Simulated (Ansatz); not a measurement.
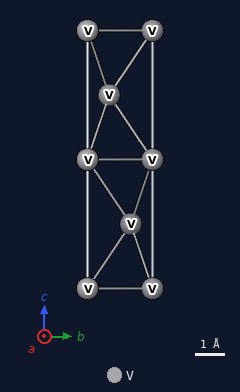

Crystalline V (a generated structure, set up in P6_3/mmc), before the relaxation. A ball-and-stick model of the cell of the calculation, seen along the a axis.

Case: Al → V on all its sites, cell and atoms relaxed.

Method: DFT PBE+D3(BJ), scalar-relativistic, plane waves, PAW (Ansatz 0.2.0).

Input
```yaml
crystal:
  lattice:
    - [2.6089893525, 0.0, 0.0]
    - [-1.3044946762, 2.2594510575, 0.0]
    - [0.0, 0.0, 8.9707748943]
  atoms:
    - { symbol: V, position: [0.0, 0.0, 0.0] }
    - { symbol: V, position: [0.3333333333, 0.6666666667, 0.25] }
    - { symbol: V, position: [0.0, 0.0, 0.5] }
    - { symbol: V, position: [0.6666666667, 0.3333333333, 0.75] }
basis:
  ecutwfc: 420
kpoints:
  mp_grid: { grid: [18, 18, 6] }
hamiltonian:
  xc: pbe
  dispersion: d3bj
scf:
  occupations: { method: gaussian, width: 0.1 }
output:
  forces: true
  stress: true
  eigenvalues: true
relax:
  adjacent_minimum: "off"
  f_tol: 0.01
  max_steps: 60
  cell: { stress_tol: 0.1 }
```

Command:
```bash
ansatz run input.yaml --threads 1 --pin off --max-ram 2560MiB --backend cpu --events-out ev --progress --plain --runs-dir out
```

Question: Predict the outcome.

Answer: After 3 accepted moves (4 points after the start) the energy has fallen by 0.8 meV per atom. All forces vanish by symmetry, so only the cell relaxes. Pressure: 0.34 GPa at the start and 0.04 GPa at the end. The SCF was repeated once at an unchanged geometry on a basis and grid sized afresh for the cell, which shifted the energy by less than 0.05 meV per atom at most. The atoms keep their places relative to the cell (all moves are under 0.005 Å). The volume changes by +0.1 %, with a = b 2.609 → 2.594 Å (−0.6 %), c 8.971 → 9.085 Å (+1.3 %). Among the contacts that change: V1–V2 2.702 → 2.721 Å, V1–V1 2.609 → 2.594 Å. The space group stays P6_3/mmc (No. 194).

After the run, drawn alike:

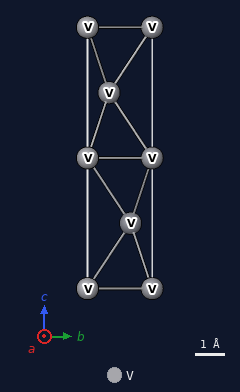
